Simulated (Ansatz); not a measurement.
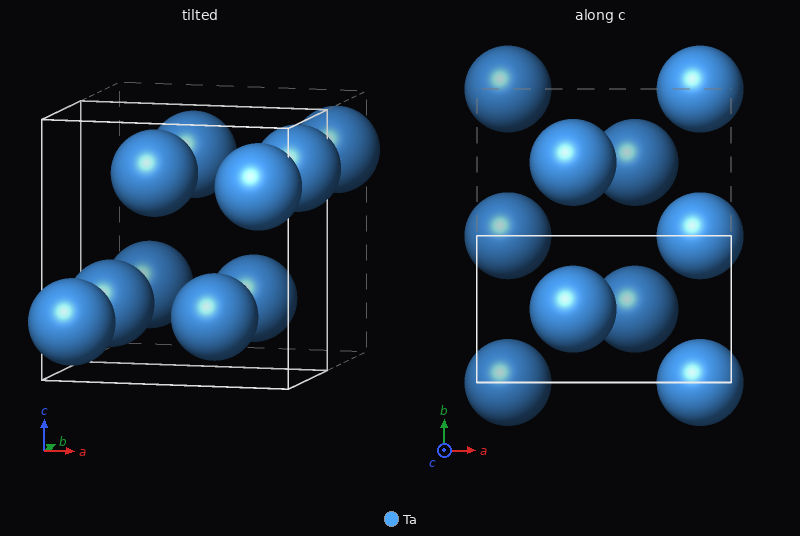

Drawn in the spheres-only manner and seen slightly off an axis and along the c axis. The conventional unit cell (solid box) is repeated to 1×2×1 cells.

Ta, space group C2/m (No. 12), a = 5.02 Å, b = 2.90 Å, c = 5.17 Å, α = 90.00°, β = 90.00°, γ = 90.00°.

Method used: DFT r2SCAN, scalar-relativistic, plane waves, PAW (Ansatz 0.2.0). It ran with a plane-wave cutoff of 500 eV, k-points about 0.14 Å⁻¹ apart, Gaussian smearing of 0.15 eV, no spin polarisation.

What does the calculation say: metal or gapped?

Answer. A metal: bands cross the Fermi level.

Give the pressure and its sign.

Answer. The computed pressure is 1.4 GPa (compressed: it would expand). The stress isn't hydrostatic: its largest component is 9.5 GPa.

Provenance: a structure listed in the Materials Project. The cell was then strained or its atoms displaced on purpose. It was run through Ansatz as a DFT input.

At this level of theory the run's own cell isn't at rest (forces up to 2.5 eV/Å), so its distances can differ from those at equilibrium, the more so the softer the solid.
